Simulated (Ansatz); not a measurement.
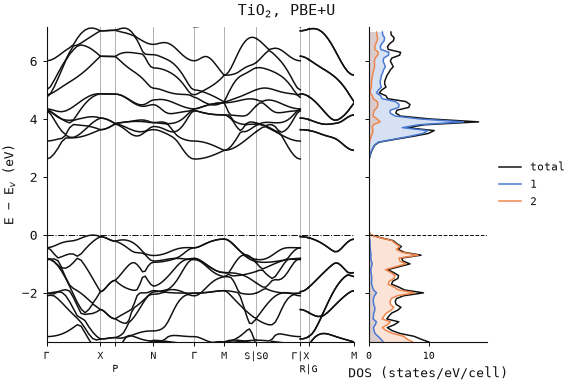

Band structure and density of states. Energies are counted from the top of the valence band. The partial curves are projected on Löwdin-orthogonalised atomic shells.

System: TiO2, space group I4_1/amd, 6 atoms in the cell.

Method: DFT PBE+U, scalar-relativistic, plane waves, PAW, Ueff = 4 eV on Ti d, spin-polarised, 10×10×10 k mesh, Gaussian smearing of 0.02 eV (Ansatz 0.2.0).

> The numbered curves are projections. Which is which? The candidates: O 2p, Ti 3d.

1 is Ti 3d; 2 is O 2p.

> What does the band structure say about the gap?

The material is gapped. The gap along this path is 2.62 eV and indirect, from the valence-band top between Γ and X to the conduction-band bottom at Γ; the smallest direct gap is 2.95 eV, between Γ and M.

The run may have settled in a state above the lowest, so this need not be the ground state. Some starting moments didn't survive the run.
